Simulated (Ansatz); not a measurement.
**Single-point calculation, with input and output: GaN (part 1 of 2)**

GaN (slab, 24 atoms in the cell), computed with DFT PBE, scalar-relativistic, plane waves, PAW, no spin polarisation (Ansatz 0.2.0).

The structure derives from an entry of the Crystallography Open Database. It belongs to a series of runs on one base structure; here: the substrate alone at its places in the stack. Figures and captions count atoms from 1; the log counts them from 0 in places.

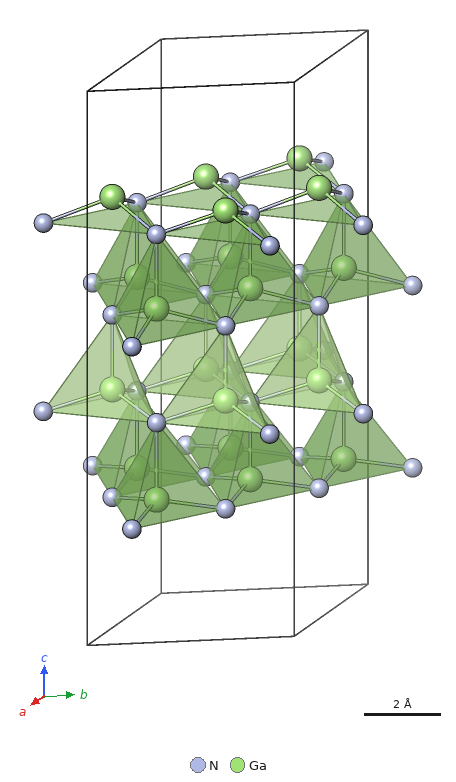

**Figure 1.** The structure (polyhedral view of the cell of the calculation, with the vacuum cut short, seen slightly off an axis; polyhedra are completed across the faces of the cell).

### Input file
```yaml
crystal:
  lattice:
    - [5.5744824363, 0.0, 0.0]
    - [-2.7872412181, 4.8276434027, 0.0]
    - [0.0, 0.0, 31.342774132]
  atoms:
    - { symbol: "N", position: [0.3320321674, 0.3345938227, 0.2466910891] }
    - { symbol: "N", position: [0.6653690922, 0.0012625252, 0.2466918227] }
    - { symbol: "N", position: [-0.0012990123, 0.6679256307, 0.2465802671] }
    - { symbol: Ga, position: [-0.0013005225, 0.3346941579, 0.2572677569] }
    - { symbol: Ga, position: [0.3319317424, 0.0011592835, 0.257266496] }
    - { symbol: Ga, position: [0.6654667181, 0.6679261892, 0.257265308] }
    - { symbol: "N", position: [-0.0013269149, 0.3348111576, 0.3249856335] }
    - { symbol: "N", position: [0.3318143481, 0.0010973235, 0.3249825198] }
    - { symbol: "N", position: [0.6655283898, 0.6679518006, 0.3249794757] }
    - { symbol: Ga, position: [0.3320078629, 0.3346237733, 0.3416689911] }
    - { symbol: Ga, position: [0.6653345641, 0.001283694, 0.3416686249] }
    - { symbol: Ga, position: [-0.0013320982, 0.6679580811, 0.3418180674] }
    - { symbol: "N", position: [0.3319591583, 0.3346643841, 0.4072072133] }
    - { symbol: "N", position: [0.6652897135, 0.001326925, 0.4072061585] }
    - { symbol: "N", position: [-0.0013765556, 0.6680010486, 0.4075538957] }
    - { symbol: Ga, position: [-0.0013890128, 0.3338221655, 0.4254308581] }
    - { symbol: Ga, position: [0.3327983471, 0.0021758074, 0.4254185732] }
    - { symbol: Ga, position: [0.6644454527, 0.6680080018, 0.4254041665] }
    - { symbol: "N", position: [-0.0014687052, 0.3335685946, 0.4907928976] }
    - { symbol: "N", position: [0.3330445684, 0.0025680037, 0.4907358618] }
    - { symbol: "N", position: [0.6640873675, 0.6681020486, 0.4906750689] }
    - { symbol: Ga, position: [0.3321106688, 0.3349540569, 0.5110630314] }
    - { symbol: Ga, position: [0.6650304831, 0.0011923707, 0.5111175144] }
    - { symbol: Ga, position: [-0.0015154633, 0.6681713774, 0.5091880447] }
basis:
  ecutwfc: 420
kpoints:
  mp_grid: { grid: [9, 9, 1] }
hamiltonian:
  xc: pbe
scf:
  occupations: { method: gaussian, width: 0.1 }
output:
  forces: true
  stress: true
  eigenvalues: true
  write_density: true
  write_potential: true
  elf: true
  volumetric_format: npy
efield:
  axis: 3
  dipole_correction: true
  ramp_width: 0.04
```

Machine: 8 threads of Intel Xeon (Sapphire Rapids), 32 GiB of memory available, shared host.

Run as:
```bash
ansatz run input.yaml --threads 8 --pin off --max-ram 20480MiB --backend cpu --events-out ev --progress --plain --runs-dir out
```

### The program's output
```
Engine: ansatz 0.2.0, x86_64-unknown-linux-gnu
Pseudopotentials: kind: paw
Pseudopotential: N, paw, valence charge 5, recommended cutoff 420 eV (normal), N.paw.azcp
Pseudopotential: Ga, paw, valence charge 13, recommended cutoff 420 eV (normal), Ga.paw.azcp
Functional definition: PBE
  parameter kappa = 0.804
  parameter beta = 0.06672455060314922
  exchange = pbe_x(kappa = kappa, mu = beta*pi^2/3)
  correlation = pbe_c(beta = beta)
Crystal: 24 atoms, lattice volume = 843.485 Å³
Basis set: ecut = 420 eV, 16593 PW (Γ), exchange–correlation on 80×80×432 points (8 copies of the dense FFT grid, shifted against one another)
Bands: 132, of which v1, the nominal top of the filled ones, is band 108 counted from 1 (107 counted from 0)
Symmetry: 1 space group operations
Space group: P1 (ITA 1), of the structure as read, at distance tolerance 9.4e-5 Å
k-points: 41 of 81 (time reversal used)
Non-local potential: N, projectors of the file, l = 0: 2, l = 1: 2, l = 2: 1
Non-local potential: Ga, projectors of the file, l = 0: 2, l = 1: 2, l = 2: 3, l = 3: 1
PAW form: soft (Blöchl's): semilocal exchange-correlation on the pseudo side does not see the compensation charge
PAW one-centre angular grid: N, 110 points (default); XC on 64 Gauss nodes
PAW one-centre angular grid: Ga, 590 points (default); XC on 64 Gauss nodes
Initial density: superposition of atomic densities (neutral atoms: chi_scale 0, normalization atom), corrected by the library's trained network
Initial wavefunctions: pseudopotential atomic-orbital guess
Functional: x = pbe(κ = 0.804, μ = 0.2195149727645171), c = pbe(β = 0.06672455060314922)
SCF iter   1: F=—  HF=-50006.151618 eV  |F-HF|=—  |Δ(HF+E_count)|=         —  Δρ=4.29e-3  dr2=4.20e-1  ethr=1.77e-3  p=0.406 e·Å  D=8.71e-2 V/Å  ΔV_dip=-2.73 eV  dr2_dipole=9.37e-2  V_vac-E_F(+/−)=3.48/6.21 eV  ⟨swp⟩=6.2  Hψ=22327  notcnv=0  defer=447
efield: sawtooth ramp at fractional position 0.8588 (placed from the atoms, in the widest stretch of the axis that holds none; the zero of the levels goes with the place), width 0.0400; the density the first Hamiltonian is built on has a dipole p = 0.406 e·Å; the dipole correction subtracts the counter field D = 8.71e-2 V/Å, which shifts the + side's vacuum level by -2.73 eV against the − side's; the planar-averaged density in the ramp window peaks in size at 5.7e-6 e/Å³
preconditioner: auto → LDOS  [metal: Δε(μ)=0.004 eV  Ē_g=15.359 eV  σ=0.100 eV  W_gap=0.02  n_scr=122 (ndim 8)  ℏωp=18.8 eV  f_vac=0.626  D(μ)=29.88/eV (n_scr^D=216)  β→1.0]
SCF iter   2: F=—  HF=-50006.125688 eV  |F-HF|=—  |Δ(HF+E_count)|=   2.59e-2  Δρ=2.56e-3  dr2=6.80e-2  ethr=1.94e-4  p=0.401 e·Å  D=8.61e-2 V/Å  ΔV_dip=-2.70 eV  dr2_dipole=1.68e-4  V_vac-E_F(+/−)=3.70/6.40 eV  ⟨swp⟩=2.4  Hψ=8292  notcnv=0  defer=661
SCF iter   3: F=—  HF=-50006.131673 eV  |F-HF|=—  |Δ(HF+E_count)|=   5.99e-3  Δρ=1.53e-3  dr2=3.41e-2  ethr=3.15e-5  p=0.384 e·Å  D=8.25e-2 V/Å  ΔV_dip=-2.58 eV  dr2_dipole=4.98e-3  V_vac-E_F(+/−)=3.81/6.39 eV  ⟨swp⟩=2.0  Hψ=9026  notcnv=0  defer=661
SCF iter   4: F=—  HF=-50006.134287 eV  |F-HF|=—  |Δ(HF+E_count)|=   2.61e-3  Δρ=1.37e-3  dr2=4.13e-2  ethr=1.58e-5  p=0.378 e·Å  D=8.12e-2 V/Å  ΔV_dip=-2.54 eV  dr2_dipole=1.14e-2  V_vac-E_F(+/−)=3.83/6.38 eV  ⟨swp⟩=2.0  Hψ=9071  notcnv=0  defer=661
SCF iter   5: F=—  HF=-50006.131503 eV  |F-HF|=—  |Δ(HF+E_count)|=   2.78e-3  Δρ=6.71e-4  dr2=6.70e-3  ethr=1.58e-5  p=0.372 e·Å  D=7.98e-2 V/Å  ΔV_dip=-2.50 eV  dr2_dipole=4.87e-4  V_vac-E_F(+/−)=3.85/6.35 eV  ⟨swp⟩=2.0  Hψ=8786  notcnv=0  defer=661
SCF iter   6: F=—  HF=-50006.131090 eV  |F-HF|=—  |Δ(HF+E_count)|=   4.13e-4  Δρ=2.45e-4  dr2=2.37e-3  ethr=3.10e-6  p=0.368 e·Å  D=7.89e-2 V/Å  ΔV_dip=-2.47 eV  dr2_dipole=1.16e-3  V_vac-E_F(+/−)=3.87/6.34 eV  ⟨swp⟩=2.0  Hψ=9088  notcnv=0  defer=656
SCF iter   7: F=—  HF=-50006.131056 eV  |F-HF|=—  |Δ(HF+E_count)|=   3.38e-5  Δρ=1.49e-4  dr2=8.12e-4  ethr=1.10e-6  p=0.371 e·Å  D=7.97e-2 V/Å  ΔV_dip=-2.50 eV  dr2_dipole=8.27e-5  V_vac-E_F(+/−)=3.85/6.34 eV  ⟨swp⟩=2.0  Hψ=8633  notcnv=0  defer=656
SCF iter   8: F=—  HF=-50006.130989 eV  |F-HF|=—  |Δ(HF+E_count)|=   6.71e-5  Δρ=9.27e-5  dr2=2.53e-4  ethr=3.76e-7  p=0.374 e·Å  D=8.01e-2 V/Å  ΔV_dip=-2.51 eV  dr2_dipole=3.76e-6  V_vac-E_F(+/−)=3.83/6.35 eV  ⟨swp⟩=2.0  Hψ=5649  notcnv=0  defer=656
SCF iter   9: F=—  HF=-50006.131004 eV  |F-HF|=—  |Δ(HF+E_count)|=   1.59e-5  Δρ=4.94e-5  dr2=5.48e-5  ethr=1.17e-7  p=0.378 e·Å  D=8.10e-2 V/Å  ΔV_dip=-2.54 eV  dr2_dipole=4.83e-6  V_vac-E_F(+/−)=3.81/6.35 eV  ⟨swp⟩=2.0  Hψ=5997  notcnv=0  defer=656
SCF iter  10: F=—  HF=-50006.131299 eV  |F-HF|=—  |Δ(HF+E_count)|=   2.94e-4  Δρ=3.51e-5  dr2=1.95e-5  ethr=2.54e-8  p=0.378 e·Å  D=8.12e-2 V/Å  ΔV_dip=-2.54 eV  dr2_dipole=3.20e-8  V_vac-E_F(+/−)=3.80/6.35 eV  ⟨swp⟩=2.0  Hψ=9434  notcnv=0  defer=654
SCF iter  11: F=—  HF=-50006.131301 eV  |F-HF|=—  |Δ(HF+E_count)|=   2.29e-6  Δρ=2.97e-5  dr2=1.63e-5  ethr=9.02e-9  p=0.379 e·Å  D=8.12e-2 V/Å  ΔV_dip=-2.55 eV  dr2_dipole=7.99e-7  V_vac-E_F(+/−)=3.80/6.35 eV  ⟨swp⟩=2.0  Hψ=6409  notcnv=0  defer=654
SCF iter  12: F=—  HF=-50006.131304 eV  |F-HF|=—  |Δ(HF+E_count)|=   2.71e-6  Δρ=2.41e-5  dr2=1.48e-5  ethr=7.55e-9  p=0.378 e·Å  D=8.12e-2 V/Å  ΔV_dip=-2.54 eV  dr2_dipole=2.35e-6  V_vac-E_F(+/−)=3.80/6.35 eV  ⟨swp⟩=1.0  Hψ=4718  notcnv=0  defer=654
SCF iter  13: F=—  HF=-50006.131308 eV  |F-HF|=—  |Δ(HF+E_count)|=   4.39e-6  Δρ=9.82e-6  dr2=3.30e-6  ethr=6.87e-9  p=0.378 e·Å  D=8.12e-2 V/Å  ΔV_dip=-2.54 eV  dr2_dipole=5.48e-7  V_vac-E_F(+/−)=3.80/6.35 eV  ⟨swp⟩=2.0  Hψ=5112  notcnv=0  defer=654
SCF iter  14: F=—  HF=-50006.131309 eV  |F-HF|=—  |Δ(HF+E_count)|=   1.21e-6  Δρ=4.53e-6  dr2=6.90e-7  ethr=1.53e-9  p=0.378 e·Å  D=8.12e-2 V/Å  ΔV_dip=-2.54 eV  dr2_dipole=4.02e-8  V_vac-E_F(+/−)=3.80/6.35 eV  ⟨swp⟩=2.1  Hψ=5750  notcnv=0  defer=654
SCF iter  15: F=—  HF=-50006.131310 eV  |F-HF|=—  |Δ(HF+E_count)|=   1.73e-7  Δρ=2.85e-6  dr2=2.55e-7  ethr=3.19e-10  p=0.378 e·Å  D=8.12e-2 V/Å  ΔV_dip=-2.54 eV  dr2_dipole=2.67e-9  V_vac-E_F(+/−)=3.80/6.35 eV  ⟨swp⟩=2.0  Hψ=5500  notcnv=0  defer=654
SCF iter  16: F=-50006.131310 eV  HF=-50006.131310 eV  |F-HF|=5.49e-8  |Δ(HF+E_count)|=   2.50e-7  Δρ=1.74e-6  dr2=7.20e-8  ethr=4.63e-11  p=0.378 e·Å  D=8.12e-2 V/Å  ΔV_dip=-2.54 eV  dr2_dipole=1.89e-8  V_vac-E_F(+/−)=3.80/6.35 eV  ⟨swp⟩=24.9  Hψ=52520  notcnv=0
SCF 1 converged in 16 iterations: F = -50006.131310 eV  dr2 = 7.20e-8
  greatest PAW one-centre occupation: 0.995 electrons in one spin orbital (limit 2), on the Ga atom at site 11 (counted from 0), in its partial waves of l = 2
```

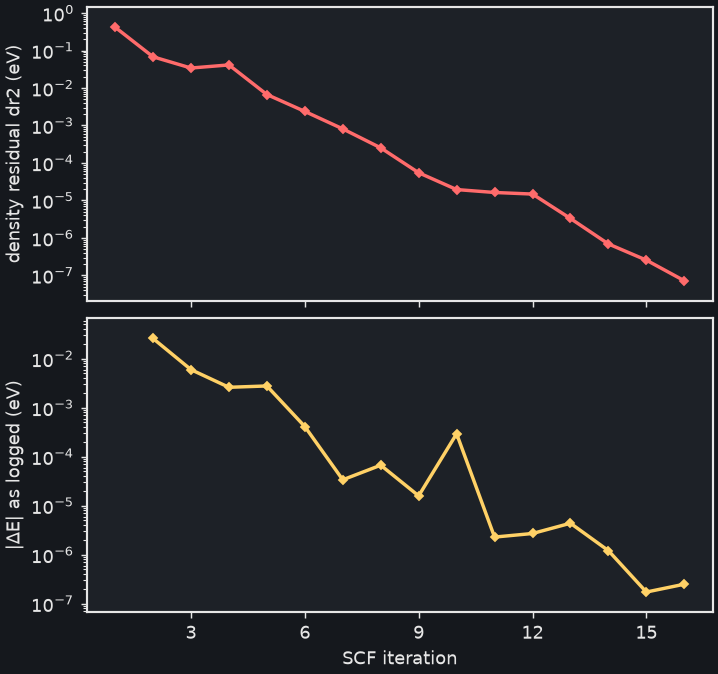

**Figure 2.** Convergence of the self-consistent field: density residual dr2 and size of the energy change against the SCF iteration. The residual falls almost steadily, with no more than small rises.

```
WARN: The output density's exchange-correlation potential varies sharply where the density is thin. Do not read a vacuum level from v_tot or v_xc, or from such a field of the output density. On a cell that repeats whose density bears no net charge and no dipole along the vacuum's axis use v_es (v_loc + v_h of the components); under efield.dipole_correction with no amplitude use v_es + v_field, which holds any external_charges[].barrier, or the levels of the report's work_function block, which leave it out; under a non-zero efield.amplitude the vacuum is tilted and has no level; on a cell that repeats and bears such a dipole with no correction it is tilted too, and efield.dipole_correction with no amplitude gives each side of its ramp a level where efield: is served; in a cell that repeats whose density bears a net charge (total_charge, or a fill off its count) it is curved and has none; of a slab under crystal.periodic whose density bears no net charge use v_es, which has a level on each side, short of where the two are joined; of another it falls or rises all the way out and has none; of a slab beside external_charges read slab_vacuum_level instead, which it has where they leave it neutral. The grid or the basis barely resolves most such structure, and the values can differ between equally converged runs; as a rule a tighter scf.convergence.dr2_threshold does not remove it. Where the density itself ripples (under the LDA too) a higher basis.ecutwfc lessens it. The files hold the spikes' plane waves up to the density's cutoff. Files: v_tot_of_output_density and the like, and their columns of v_z.tsv (output.write_potential); v_xc_of_output_density and the like, and their columns of v_comp_z.tsv (output.write_potential_components). Measured: with its Gaussian average of σ = 0.25 Å subtracted twice, the exchange-correlation potential is over 0.1 eV at 50 of the grid points where the equally averaged density (valence and model cores) is under 1e-3 e/Å³, and 0.191 eV at the most among them, at an averaged density of 8.8e-8 e/Å³. The input density's (outcome.potential() and, of a run that writes arrays, v_tot and v_xc) is over 0.1 eV, so measured, at 117 points of its own thin density, 0.306 eV at the most. See output.write_potential in the manual, Limitations
SCF converged after 16 iterations
Free energy (F): -50006.131310 eV
Harris-Foulkes:  -50006.131310 eV  (|F-HF|=5.49e-8)
Internal energy: -50005.986981 eV  (E = F + TS)
E sigma→0 (E₀):  -50006.059145 eV
Entropy (-TS):   -0.144329 eV (-6.014 meV/atom)
Fermi energy:    0.003143 eV
Dipole field:    D = 0.081073 V/Å  (p = 0.377912 e·Å, saw-weighted, corrected)
Work function:   Φ+ = 3.8061 eV   Φ− = 6.3472 eV
Levels:          The Fermi level and band energies are counted from a zero that moves with the ramp; work functions are not
--- Per-component energies (eV) ---
  E_band       = -2306.588168
  E_kinetic    = 2944.892146
  E_local      = -395113.926934  (includes V_loc(G=0)·N_el)
  E_nonlocal   = 5688.844968
  E_hartree    = 195503.349012
  E_xc         = -1536.336516
  E_vxc        = -1596.389489  (∫ρ·V_xc dr)
  E_paw        = -25436.287687  (= ΣΔE_a)
  E_vpaw       = -5236.592422  (= ΣTr[D̂ρ^β])
  E_aug_tail   = 0.000024  (compensation charges beyond the density's cutoff)
  E_efield     = 0.015319  (sawtooth field / dipole correction)
  E_vefield    = -0.156270  (∫n·V_field dr)
  E_ewald      = 167943.462688
  E_smearing   = -0.144329  (= −TS)
  E_closure    = 0.000000  (closes the sum)
  Σ components = -50006.131310   (vs F -50006.131310, Δ=0.00e0)
--- Forces (eV/Å), atoms counted from 1 ---
  atom   1  N     -0.00005048    -0.00012220     0.03641134
  atom   2  N     -0.00021667    -0.00008404     0.03633932
  atom   3  N     -0.00014636     0.00008619     0.03780233
  atom   4  Ga     0.00006544    -0.00005152    -0.12802436
  atom   5  Ga    -0.00003172     0.00046596    -0.12818821
  atom   6  Ga    -0.00042180     0.00015380    -0.12830752
  atom   7  N     -0.00030726     0.00026628     0.26407513
  atom   8  N     -0.00024842    -0.00007673     0.26557857
  atom   9  N     -0.00006100     0.00014969     0.26722675
  atom  10  Ga    -0.00113547    -0.00041535    -0.32246431
  atom  11  Ga    -0.00025612     0.00118389    -0.32239327
  atom  12  Ga     0.00079254    -0.00043484    -0.30773384
  atom  13  N     -0.00371509    -0.00179065     0.38639445
  atom  14  N     -0.00059450     0.00423866     0.38591484
  atom  15  N      0.00334665    -0.00196181     0.35340914
  atom  16  Ga    -0.01708648     0.02951439    -0.49720341
  atom  17  Ga    -0.01728398    -0.02965042    -0.49938885
  atom  18  Ga     0.03489735     0.00015922    -0.50126330
  atom  19  N     -0.05605127     0.09697199     0.72261111
  atom  20  N     -0.06152301    -0.09387829     0.72648175
  atom  21  N      0.11435371     0.00020941     0.73059132
  atom  22  Ga    -0.00237897    -0.00709871    -0.35493258
  atom  23  Ga     0.00439265     0.00539937    -0.34461510
  atom  24  Ga     0.00366261    -0.00323150    -0.67825799
  max |Σ_I F_I| component: 6.33e-5 eV/Å
--- Stress (GPa, compression-positive) ---
        0.968412       0.000638       0.003147
        0.000638       0.967107      -0.002021
        0.003147      -0.002021       0.296399
  P = ⅓ Tr σ = 0.7440 GPa (7.440 kbar)
--- Band table (eV; the first three rows and the last of 41) ---
```
